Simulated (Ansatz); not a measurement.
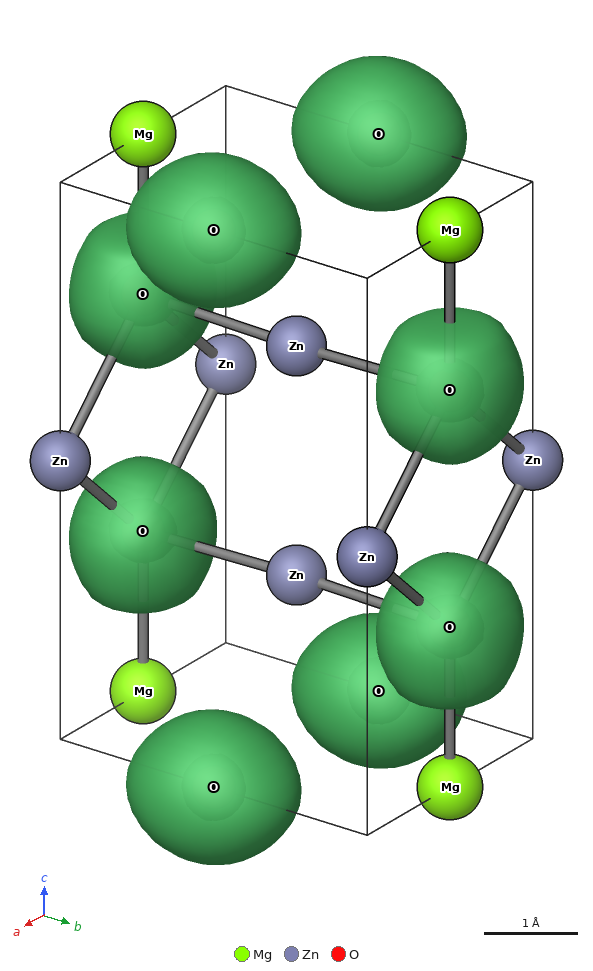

Figure 1: MgZn3O3. Isosurface of the electron localisation function at 0.7 (green), seen at an oblique angle. Core shells and regions of very low density are left out. Sticks mark near contacts.

Space group Pmmm; a structure generated by program, which may or may not match a known phase.

All numbers below come from DFT PBE, scalar-relativistic, plane waves, PAW (Ansatz 0.2.0).

In a PAW calculation such maps are meaningful between the atoms, not at the nuclei.

The calculation's input:

```
crystal:
  lattice:
    - [3.0404794985, 0.0, 0.0]
    - [0.0, 4.1270945056, 0.0]
    - [0.0, 0.0, 6.6867529333]
  atoms:
    - { symbol: Mg, position: [0.5, 0.0, 0.0] }
    - { symbol: Zn, position: [0.5, 0.5, 0.2944053773] }
    - { symbol: Zn, position: [0.5, 0.5, 0.7055946227] }
    - { symbol: Zn, position: [0.0, 0.0, 0.5] }
    - { symbol: O, position: [0.5, 0.0, 0.2874790315] }
    - { symbol: O, position: [0.0, 0.5, 0.0] }
    - { symbol: O, position: [0.5, 0.0, 0.7125209685] }
basis:
  ecutwfc: 420
kpoints:
  mp_grid: { grid: [12, 10, 6] }
  band_path:
    path:
      - [[0.0, 0.0, 0.0], [0.5, 0.0, 0.0], [0.5, 0.5, 0.0], [0.0, 0.5, 0.0], [0.0, 0.0, 0.0], [0.0, 0.0, 0.5], [0.5, 0.0, 0.5], [0.5, 0.5, 0.5], [0.0, 0.5, 0.5], [0.0, 0.0, 0.5]]
      - [[0.5, 0.0, 0.0], [0.5, 0.0, 0.5]]
      - [[0.0, 0.5, 0.0], [0.0, 0.5, 0.5]]
      - [[0.5, 0.5, 0.0], [0.5, 0.5, 0.5]]
    npoints: 14
hamiltonian:
  xc: pbe
scf:
  occupations: { method: gaussian, width: 0.1 }
  n_extra_bands: 17
output:
  forces: true
  stress: true
  eigenvalues: true
  populations: true
  dos: { projected: true, de: 0.02, nscf_kmesh: { grid: [15, 12, 8] } }
  bader: true
  write_density: true
  write_potential: true
  elf: true
  volumetric_format: npy
```

Command:

```sh
ansatz run input.yaml --threads 1 --pin off --max-ram 2560MiB --backend cpu --events-out ev --progress --plain --runs-dir out
```

Below, planes, directions and counts refer to the conventional cell (a = 3.04 Å, b = 4.13 Å, c = 6.69 Å, α = 90.00°, β = 90.00°, γ = 90.00°).

> Identify the bonds, lone pairs and shells in this picture.

The surface consists of three regions wrapped around O (the valence shell of each), counted in one cell of 7 atoms. Regions shared between cells count once. Profiles from the grid: Mg–O (1.92 Å): the ELF peaks at about 0.85 in the valence shell of O, 0.6 Å from its nucleus, and is about 0.35 at the midpoint. Zn–O (2.06 Å): the ELF peaks at about 0.80 in the valence shell of O, 0.6 Å from its nucleus, and is about 0.20 at the midpoint; no localised pair shows between them.

> Which way does charge flow, and how much by Bader's partition?

Electrons move from Mg and Zn towards O. Bader charges: Mg +1.70, Zn +0.68 to +1.03 and O −1.42 to −1.33 e.

> Metal or insulator at this level of theory?

It is gapless in this calculation (a metal or semimetal).
